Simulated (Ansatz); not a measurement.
# Co (Cobalt): how the settings move a single-point run

Aim: see which settings change the result for Co (Cobalt), by how much, and at what cost.

Program: Ansatz 0.2.0. Level of theory: reference: DFT, PBE, PAW with Ansatz's default frozen-core files, scalar-relativistic. These are calculated values, not measurements.

## (1) The structure to begin with

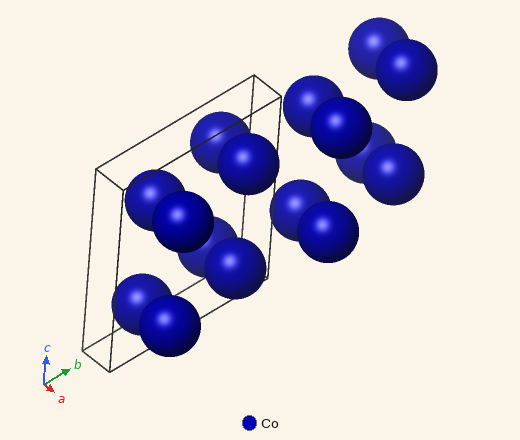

Start, viewed slightly off an axis; cobalt blue. 2×2×1 cells are drawn.

Coordinates:

```cif
data_structure
_symmetry_space_group_name_H-M 'P 1'
_symmetry_Int_Tables_number 1
_cell_length_a 2.5074
_cell_length_b 4.3429
_cell_length_c 4.7803
_cell_angle_alpha 62.983
_cell_angle_beta 74.796
_cell_angle_gamma 90.000
_cell_volume 44.32
loop_
_atom_site_label
_atom_site_type_symbol
_atom_site_fract_x
_atom_site_fract_y
_atom_site_fract_z
_atom_site_occupancy
Co1 Co 0.87500 0.20833 0.25000 1
Co2 Co 0.37500 0.70833 0.25000 1
Co3 Co 0.12500 0.79167 0.75000 1
Co4 Co 0.62500 0.29167 0.75000 1
```

## (2) The reference run

input.yaml

```yaml
crystal:
  lattice:
    - [2.5074, 0.0, 0.0]
    - [0.0, 4.3429441948, 0.0]
    - [1.2537, 2.1714720974, 4.0699]
  atoms:
    - { symbol: Co, position: [0.875, 0.2083333334, 0.25], spin: 2.0 }
    - { symbol: Co, position: [0.375, 0.7083333334, 0.25], spin: 2.0 }
    - { symbol: Co, position: [0.125, 0.7916666666, 0.75], spin: 2.0 }
    - { symbol: Co, position: [0.625, 0.2916666666, 0.75], spin: 2.0 }
magnetization:
  spin_polarized: true
kpoints:
  mp_grid: { grid: [12, 12, 12] }
scf:
  occupations: { method: fermi_dirac, width: 0.08 }
  lower_state_search: "off"
hamiltonian:
  xc: pbe
  pseudopotentials: { kind: paw }
output:
  forces: true
  stress: true
  eigenvalues: true
  populations: true
```

Command:

```sh
> ansatz run input.yaml --threads 2 --pin off --max-ram 6144MiB --backend cpu --events-out ev --progress --plain --runs-dir out
```

From the output:

```text
[...]
Basis set: ecut = 420 eV, 847 PW (Γ), exchange–correlation on 36×60×64 points (8 copies of the dense FFT grid, shifted against one another)
[...]
Magnetic group: BNS 194.263 (UNI 1493), of the structure as read, at distance tolerance 3.5e-5 Å
k-points: 280 of 1728
[...]
SCF iter   1: F=—  HF=-20504.318720 eV  |F-HF|=—  |Δ(HF+E_count)|=         —  Δρ=3.68e-2 (↑2.51e-2 ↓3.68e-2)  dr2=4.36e-1  dr2_m=2.09e-1  M=6.702 μB ∫|m|=6.881 μB  β_m=0.30  ethr=6.38e-4  ⟨swp⟩=1.9  Hψ=114614  notcnv=0
preconditioner: auto → Kerker (q_TF=auto, 2.930 Å⁻¹)  [metal: Δε(μ)=0.002 eV  Ē_g=9.099 eV  σ=0.080 eV  W_gap=0.00  n_scr=20 (ndim 8)  ℏωp=33.5 eV  f_vac=0.000  D(μ)=3.73/eV (n_scr^D=38)]
[...]
SCF iter   2: F=—  HF=-20504.431238 eV  |F-HF|=—  |Δ(HF+E_count)|=   1.13e-1  Δρ=2.19e-2 (↑1.50e-2 ↓2.19e-2)  dr2=7.35e-2  dr2_m=1.14e-1  M=6.647 μB ∫|m|=6.927 μB  β_m=0.30  ethr=6.38e-4  ⟨swp⟩=2.2  Hψ=36443  notcnv=0
[...]
SCF iter  14: F=—  HF=-20504.632430 eV  |F-HF|=—  |Δ(HF+E_count)|=   6.15e-7  Δρ=2.10e-5 (↑2.10e-5 ↓1.45e-5)  dr2=3.18e-7  dr2_m=1.11e-8  M=6.552 μB ∫|m|=7.225 μB  β_m=0.81  ethr=5.57e-9  ⟨swp⟩=1.7  Hψ=30542  notcnv=0  defer=432
SCF iter  15: F=-20504.632430 eV  HF=-20504.632430 eV  |F-HF|=3.63e-9  |Δ(HF+E_count)|=   5.27e-8  Δρ=6.15e-6 (↑3.72e-6 ↓6.15e-6)  dr2=1.72e-8  dr2_m=6.48e-10  M=6.552 μB ∫|m|=7.225 μB  ethr=1.47e-10  ⟨swp⟩=6.0  Hψ=105733  notcnv=0
[...]
SCF converged after 15 iterations
Magnetization: 6.5520 μB (37.2760 up, 30.7240 down)
[...]
Free energy (F): -20504.632430 eV
[...]
E sigma→0 (E₀):  -20504.593257 eV
[...]
Fermi energy:    18.231419 eV
[...]
  P = ⅓ Tr σ = -3.7975 GPa (-37.975 kbar)
[...]
```

Wall time 38 s (2 threads of Intel Xeon Platinum 8488C (Sapphire Rapids), shared host); peak memory 0.96 GiB.

## (3) Variant: mp_grid.grid [8, 8, 8], mixing.algorithm broyden, mixing.beta 0.05

Changes to input.yaml since step 2:

```diff
@@ -13,3 +13,3 @@
 kpoints:
-  mp_grid: { grid: [12, 12, 12] }
+  mp_grid: { grid: [8, 8, 8] }
 scf:
@@ -17,2 +17,3 @@
   lower_state_search: "off"
+  mixing: { algorithm: broyden, beta: 0.05 }
 hamiltonian:
```

Command:

```sh
> ansatz run input.yaml --threads 2 --pin off --max-ram 6144MiB --backend cpu --events-out ev --progress --plain --runs-dir out
```

What it wrote:

```text
Engine: ansatz 0.2.0
Pseudopotentials: kind: paw
Pseudopotential: Co, paw, valence charge 17, recommended cutoff 420 eV (normal)
Functional definition: PBE
  parameter kappa = 0.804
  parameter beta = 0.06672455060314922
  exchange = pbe_x(kappa = kappa, mu = beta*pi^2/3)
  correlation = pbe_c(beta = beta)
Crystal: 4 atoms, lattice volume = 44.319 Å³
Basis set: ecut = 420 eV, 847 PW (Γ), exchange–correlation on 36×60×64 points (8 copies of the dense FFT grid, shifted against one another)
Bands: 46, of which v1, the nominal top of the filled ones, is band 34 counted from 1 (33 counted from 0)
Symmetry: 16 space group operations
Space group: P63/mmc (ITA 194), of the structure as read, at distance tolerance 3.5e-5 Å
Magnetic group: BNS 194.263 (UNI 1493), of the structure as read, at distance tolerance 3.5e-5 Å
k-points: 95 of 512
Non-local potential: Co, projectors of the file, l = 0: 3, l = 1: 2, l = 2: 3, l = 3: 1
PAW form: soft (Blöchl's): semilocal exchange-correlation on the pseudo side does not see the compensation charge
PAW one-centre angular grid: Co, 590 points (default); XC on 64 Gauss nodes
Initial density: superposition of atomic densities (chi_scale 0.1, normalization cell)
Starting moments: Σ|m| = 8 μB on 4 of 4 sites
Initial wavefunctions: pseudopotential atomic-orbital guess
Functional: x = pbe(κ = 0.804, μ = 0.2195149727645171), c = pbe(β = 0.06672455060314922)
iter 1 solved again at ethr=6.38e-4 eV; its pass at ethr=3.10e-3 eV (dr2=4.34e-1 eV) is discarded
SCF iter   1: F=—  HF=-20504.322494 eV  |F-HF|=—  |Δ(HF+E_count)|=         —  Δρ=3.62e-2 (↑2.60e-2 ↓3.62e-2)  dr2=4.36e-1  dr2_m=2.09e-1  M=6.661 μB ∫|m|=6.851 μB  β_m=0.05  ethr=6.38e-4  ⟨swp⟩=2.0  Hψ=38876  notcnv=0
preconditioner: auto → Kerker (q_TF=auto, 2.930 Å⁻¹)  [metal: Δε(μ)=0.002 eV  Ē_g=9.090 eV  σ=0.080 eV  W_gap=0.01  n_scr=20 (ndim 8)  ℏωp=33.5 eV  f_vac=0.000  D(μ)=3.92/eV (n_scr^D=46)]
spin=Collinear: Kerker preconditioning applied to the charge; magnetization (m = ρ↑ − ρ↓) channel mixes plain (no charge-response kernel on spin).
SCF iter   2: F=—  HF=-20504.343296 eV  |F-HF|=—  |Δ(HF+E_count)|=   2.08e-2  Δρ=3.37e-2 (↑2.40e-2 ↓3.37e-2)  dr2=3.54e-1  dr2_m=1.91e-1  M=6.648 μB ∫|m|=6.856 μB  β_m=0.05  ethr=6.38e-4  ⟨swp⟩=1.0  Hψ=8740  notcnv=0  κ⁻¹=1.0e0(r=1)
SCF iter   3: F=—  HF=-20504.290597 eV  |F-HF|=—  |Δ(HF+E_count)|=   5.27e-2  Δρ=2.13e-2 (↑2.11e-2 ↓2.13e-2)  dr2=1.04e-2  dr2_m=1.78e-1  M=6.613 μB ∫|m|=6.840 μB  β_m=0.05  ethr=5.21e-4  ⟨swp⟩=2.0  Hψ=13762  notcnv=0  κ⁻¹=1.4e-6(r=2)
SCF iter   4: F=—  HF=-20504.310709 eV  |F-HF|=—  |Δ(HF+E_count)|=   2.01e-2  Δρ=2.22e-2 (↑1.90e-2 ↓2.22e-2)  dr2=3.00e-2  dr2_m=1.61e-1  M=6.609 μB ∫|m|=6.851 μB  β_m=0.05  ethr=1.53e-5  ⟨swp⟩=2.0  Hψ=18256  notcnv=0  defer=320  κ⁻¹=4.9e-7(r=3)
SCF iter   5: F=—  HF=-20504.355089 eV  |F-HF|=—  |Δ(HF+E_count)|=   4.44e-2  Δρ=1.98e-2 (↑1.98e-2 ↓1.84e-2)  dr2=7.58e-4  dr2_m=1.48e-1  M=6.589 μB ∫|m|=6.846 μB  β_m=0.05  ethr=1.53e-5  ⟨swp⟩=2.0  Hψ=16337  notcnv=0  defer=320  κ⁻¹=3.9e-7(r=4)
SCF iter   6: F=—  HF=-20504.375796 eV  |F-HF|=—  |Δ(HF+E_count)|=   2.07e-2  Δρ=1.89e-2 (↑1.89e-2 ↓1.76e-2)  dr2=9.86e-4  dr2_m=1.35e-1  M=6.581 μB ∫|m|=6.853 μB  β_m=0.05  ethr=1.11e-6  ⟨swp⟩=2.0  Hψ=11950  notcnv=0  defer=321  κ⁻¹=1.9e-7(r=5)
SCF iter   7: F=—  HF=-20504.392069 eV  |F-HF|=—  |Δ(HF+E_count)|=   1.63e-2  Δρ=1.74e-2 (↑1.74e-2 ↓1.74e-2)  dr2=2.27e-4  dr2_m=1.23e-1  M=6.574 μB ∫|m|=6.859 μB  β_m=0.05  ethr=1.11e-6  ⟨swp⟩=2.0  Hψ=13072  notcnv=0  defer=321  κ⁻¹=1.5e-8(r=6)
SCF iter   8: F=—  HF=-20504.406501 eV  |F-HF|=—  |Δ(HF+E_count)|=   1.44e-2  Δρ=1.69e-2 (↑1.64e-2 ↓1.69e-2)  dr2=1.60e-4  dr2_m=1.12e-1  M=6.567 μB ∫|m|=6.867 μB  β_m=0.05  ethr=3.34e-7  ⟨swp⟩=2.0  Hψ=15381  notcnv=0  defer=321  κ⁻¹=1.1e-8(r=7)
SCF iter   9: F=—  HF=-20504.426464 eV  |F-HF|=—  |Δ(HF+E_count)|=   2.00e-2  Δρ=1.59e-2 (↑1.59e-2 ↓1.59e-2)  dr2=5.76e-6  dr2_m=1.03e-1  M=6.561 μB ∫|m|=6.874 μB  β_m=0.05  ethr=2.35e-7  ⟨swp⟩=2.0  Hψ=15608  notcnv=0  defer=321  κ⁻¹=1.2e-9(r=8)
[... 7 lines left out ...]
spin-set hold released at iteration 15 (site moments' squared step at or under half its running peak, from the soft ceiling on): the magnetisation degrees of freedom join the quasi-Newton model from the next iteration; the mixer history was flushed
[... 5 lines left out ...]
SCF iter  21: F=—  HF=-20504.639613 eV  |F-HF|=—  |Δ(HF+E_count)|=   6.28e-3  Δρ=1.39e-4 (↑1.39e-4 ↓8.78e-5)  dr2=7.98e-6  dr2_m=2.25e-6  M=6.459 μB ∫|m|=7.140 μB  β_m=0.20  ethr=1.59e-9  ⟨swp⟩=3.0  Hψ=21033  notcnv=0  defer=352  κ⁻¹=2.1e-9(r=6)
SCF iter  22: F=—  HF=-20504.640562 eV  |F-HF|=—  |Δ(HF+E_count)|=   9.49e-4  Δρ=9.95e-5 (↑6.26e-5 ↓9.95e-5)  dr2=3.73e-6  dr2_m=1.08e-6  M=6.462 μB ∫|m|=7.145 μB  β_m=0.20  ethr=1.59e-9  ⟨swp⟩=3.0  Hψ=16841  notcnv=0  defer=352  κ⁻¹=8.2e-10(r=7)
SCF iter  23: F=—  HF=-20504.640832 eV  |F-HF|=—  |Δ(HF+E_count)|=   2.70e-4  Δρ=4.86e-5 (↑3.21e-5 ↓4.86e-5)  dr2=4.96e-7  dr2_m=2.72e-7  M=6.465 μB ∫|m|=7.150 μB  β_m=0.20  ethr=1.59e-9  ⟨swp⟩=2.1  Hψ=14998  notcnv=0  defer=352  κ⁻¹=6.8e-10(r=8)
SCF iter  24: F=—  HF=-20504.640831 eV  |F-HF|=—  |Δ(HF+E_count)|=   6.45e-7  Δρ=6.93e-5 (↑2.40e-5 ↓6.93e-5)  dr2=5.79e-7  dr2_m=6.36e-7  M=6.467 μB ∫|m|=7.153 μB  β_m=0.20  ethr=7.29e-10  ⟨swp⟩=2.1  Hψ=14962  notcnv=0  defer=352  κ⁻¹=3.6e-9(r=8)
SCF iter  25: F=—  HF=-20504.640793 eV  |F-HF|=—  |Δ(HF+E_count)|=   3.80e-5  Δρ=2.13e-5 (↑1.31e-5 ↓2.13e-5)  dr2=4.46e-8  dr2_m=8.07e-8  M=6.468 μB ∫|m|=7.155 μB  β_m=0.20  ethr=1.47e-10  ⟨swp⟩=7.3  Hψ=39947  notcnv=0  κ⁻¹=6.1e-9(r=8)
SCF iter  26: F=—  HF=-20504.640838 eV  |F-HF|=—  |Δ(HF+E_count)|=   4.50e-5  Δρ=4.67e-6 (↑4.67e-6 ↓4.64e-6)  dr2=6.30e-9  dr2_m=1.86e-9  M=6.467 μB ∫|m|=7.154 μB  β_m=0.20  ethr=6.56e-11  ⟨swp⟩=5.4  Hψ=34540  notcnv=0  κ⁻¹=8.8e-9(r=8)
SCF iter  27: F=—  HF=-20504.640836 eV  |F-HF|=—  |Δ(HF+E_count)|=   1.85e-6  Δρ=7.00e-6 (↑3.68e-6 ↓7.00e-6)  dr2=4.41e-9  dr2_m=7.52e-9  M=6.467 μB ∫|m|=7.153 μB  β_m=0.20  ethr=9.26e-12  ⟨swp⟩=4.3  Hψ=28566  notcnv=0  κ⁻¹=6.3e-5(r=8)
SCF iter  28: F=—  HF=-20504.640837 eV  |F-HF|=—  |Δ(HF+E_count)|=   1.07e-6  Δρ=2.15e-6 (↑2.15e-6 ↓1.61e-6)  dr2=1.51e-9  dr2_m=9.86e-11  M=6.467 μB ∫|m|=7.153 μB  β_m=0.20  ethr=6.48e-12  ⟨swp⟩=3.5  Hψ=23114  notcnv=0  κ⁻¹=2.2e-7(r=8)
SCF iter  29: F=—  HF=-20504.640838 eV  |F-HF|=—  |Δ(HF+E_count)|=   6.80e-7  Δρ=2.00e-6 (↑2.00e-6 ↓1.09e-6)  dr2=9.66e-10  dr2_m=2.28e-10  M=6.467 μB ∫|m|=7.153 μB  β_m=0.20  ethr=2.21e-12  ⟨swp⟩=3.1  Hψ=22210  notcnv=0  κ⁻¹=9.7e-6(r=8)
SCF iter  30: F=-20504.640838 eV  HF=-20504.640838 eV  |F-HF|=1.04e-9  |Δ(HF+E_count)|=   7.20e-8  Δρ=1.78e-6 (↑1.78e-6 ↓8.53e-7)  dr2=6.63e-10  dr2_m=2.60e-10  M=6.467 μB ∫|m|=7.153 μB  ethr=1.42e-12  ⟨swp⟩=3.0  Hψ=20700  notcnv=0
SCF 1 converged in 30 iterations: F = -20504.640838 eV  dr2 = 6.63e-10
this state was not tested for a lower state beside it, because the mixer in use, unlike msr1, does not test its closes by its own steps (another_mixer; see scf.mixing.algorithm and scf.lower_state_search)
SCF converged after 30 iterations
Magnetization: 6.4673 μB (37.2336 up, 30.7664 down)
Absolute magnetization: 7.1554 μB (∫|ρ↑−ρ↓|, with the PAW one-centre terms)
Spin contamination: 0.1167 ħ² per cell (⟨S²⟩ above its minimum at these occupations)
Per-site moments (μB) at R_I (Å): [(1.6954344190931185, 1.0301526959155682), (1.6954344190931183, 1.0301526959155682), (1.6954344190931188, 1.0301526959155682), (1.695434419093118, 1.0301526959155682)]
Free energy (F): -20504.640838 eV
Harris-Foulkes:  -20504.640838 eV  (|F-HF|=1.04e-9)
Internal energy: -20504.563664 eV  (E = F + TS)
E sigma→0 (E₀):  -20504.602251 eV
Entropy (-TS):   -0.077174 eV (-19.293 meV/atom)
Fermi energy:    18.241724 eV
--- Per-component energies (eV) ---
  E_band       = -1005.402868
  E_kinetic    = 1811.964175
  E_local      = -11449.428841  (includes V_loc(G=0)·N_el)
  E_nonlocal   = 1816.773110
  E_hartree    = 4794.154894
  E_xc         = -635.092829
  E_vxc        = -819.478642  (∫ρ·V_xc dr)
  E_paw        = -6060.385685  (= ΣΔE_a)
  E_vpaw       = -1953.541926  (= ΣTr[D̂ρ^β])
  E_aug_tail   = 0.000320  (compensation charges beyond the density's cutoff)
  E_ewald      = -10782.548809
  E_smearing   = -0.077174  (= −TS)
  E_closure    = 0.000000  (closes the sum)
  Σ components = -20504.640838   (vs F -20504.640838, Δ=0.00e0)
--- Forces (eV/Å), atoms counted from 1 ---
  atom   1  Co    -0.00000000    -0.00662762    -0.00000000
  atom   2  Co    -0.00000000    -0.00662762    -0.00000000
  atom   3  Co     0.00000000     0.00662762     0.00000000
  atom   4  Co     0.00000000     0.00662762     0.00000000
  max |Σ_I F_I| component: 6.94e-18 eV/Å
--- Stress (GPa, compression-positive) ---
       -3.494598      -0.000000       0.000000
       -0.000000      -4.092217       0.000000
        0.000000       0.000000      -4.983064
  P = ⅓ Tr σ = -4.1900 GPa (-41.900 kbar)
--- Band table (eV; the first three rows and the last of 190) ---
  k-point 0 ↑: bands = ["-77.8256", "-77.7744", "-77.7677", "-77.7677", "-41.2134", "-41.1907", "-41.1907", "-40.9899", "-40.9899", "-40.9823", "-40.9823", "-40.9500", "-40.9483", "-40.9105", "-40.9062", "-40.9045", "9.3311", "13.1401", "13.3052", "13.3052", "14.5114", "14.5114", "15.6193", "15.6577", "15.6625", "15.9583", "15.9632", "16.3093", "16.3096", "16.4330", "16.4330", "17.1448", "17.1448", "17.3730", "17.3733", "17.6069", "17.6069", "18.0264", "19.7217", "19.7217", "24.2925", "25.2453", "25.2453", "36.1130", "36.1130", "37.2703"]
  k-point 1 ↑: bands = ["-77.8237", "-77.7763", "-77.7710", "-77.7646", "-41.2021", "-41.1966", "-41.1750", "-41.0118", "-40.9958", "-40.9780", "-40.9688", "-40.9483", "-40.9466", "-40.9222", "-40.9078", "-40.9062", "9.4857", "13.1026", "13.1750", "13.5079", "14.3991", "14.6145", "15.5801", "15.6183", "15.6228", "15.9175", "15.9223", "16.0615", "16.4023", "16.4030", "16.5242", "16.8327", "17.3644", "17.3648", "17.4266", "17.5854", "17.6152", "17.6285", "19.0569", "20.4683", "25.2033", "25.4668", "25.5050", "34.7362", "35.9147", "36.3299"]
  k-point 2 ↑: bands = ["-77.8182", "-77.7819", "-77.7738", "-77.7619", "-41.1916", "-41.1696", "-41.1534", "-41.0404", "-41.0072", "-40.9762", "-40.9573", "-40.9554", "-40.9436", "-40.9419", "-40.9126", "-40.9110", "9.9390", "12.9151", "13.1818", "13.6076", "14.4868", "14.5475", "15.4773", "15.5603", "15.5644", "15.7652", "15.8147", "15.8192", "16.1391", "16.3344", "16.6128", "16.6138", "17.1976", "17.2787", "17.3249", "17.3256", "17.5681", "17.6467", "19.0624", "21.0157", "26.1219", "26.2625", "27.2941", "33.6659", "33.7682", "34.4765"]
  k-point 94 ↓: bands = ["-75.6996", "-75.6996", "-75.6870", "-75.6870", "-39.1840", "-39.1840", "-39.1426", "-39.1426", "-39.0148", "-39.0148", "-38.9846", "-38.9846", "-38.9446", "-38.9446", "-38.9306", "-38.9306", "14.1723", "14.1723", "14.7143", "14.7143", "15.7007", "15.7007", "15.7583", "15.7583", "17.4562", "17.4562", "17.5780", "17.5780", "18.4635", "18.4635", "19.0803", "19.0803", "19.4824", "19.4824", "19.5693", "19.5693", "20.0470", "20.0470", "21.8802", "21.8802", "26.8283", "26.8283", "26.9996", "26.9996", "33.8518", "33.8518"]
--- Löwdin populations: 4 sites ---
  site symbol       q [e]    m [muB]
     0     Co     16.7795     1.6837
     1     Co     16.7795     1.6837
     2     Co     16.7795     1.6837
     3     Co     16.7795     1.6837
  spilling = 0.012973 (of n_electrons = 68.000000)
```

It took 21 s on 2 threads of Intel Xeon Platinum 8488C (Sapphire Rapids), shared host; peak memory 0.58 GiB.

Changing the k-point mesh and mixing moves the energy by -2.1 meV/atom, and the pressure goes from -3.8 to -4.2 GPa and the absolute moment goes from 7.23 to 7.16 μB. The energy is not variational in the mesh, so the sign tells nothing. Of the settings changed, the mesh is the one that moves energies this far. Cost: 30 SCF cycles against 15, 21 s against 38 s.

## (4) All runs together

```
                                                                  run     ending  energy change  pressure (GPa)  abs. moment (μB)  force (eV/Å)  cycles  time
                                                            reference  converged              0            -3.8              7.23          0.00      15  38 s
1: mp_grid.grid [8, 8, 8], mixing.algorithm broyden, mixing.beta 0.05  converged  -2.1 meV/atom            -4.2              7.16          0.01      30  21 s
```

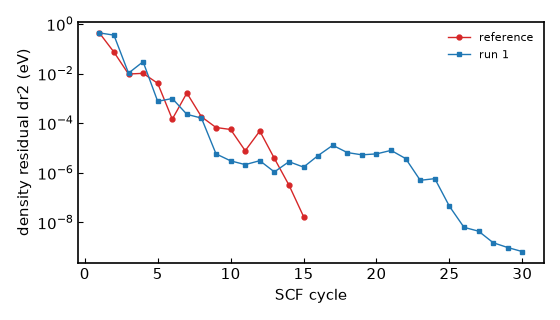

Residual by cycle in the longest SCF loop of each run; runs are numbered as in the table.

What this shows: Changing the k-point mesh and mixing moves the energy by -2.1 meV/atom, and the pressure goes from -3.8 to -4.2 GPa and the absolute moment goes from 7.23 to 7.16 μB. The energy is not variational in the mesh, so the sign tells nothing. Of the settings changed, the mesh is the one that moves energies this far. Cost: 30 SCF cycles against 15, 21 s against 38 s.
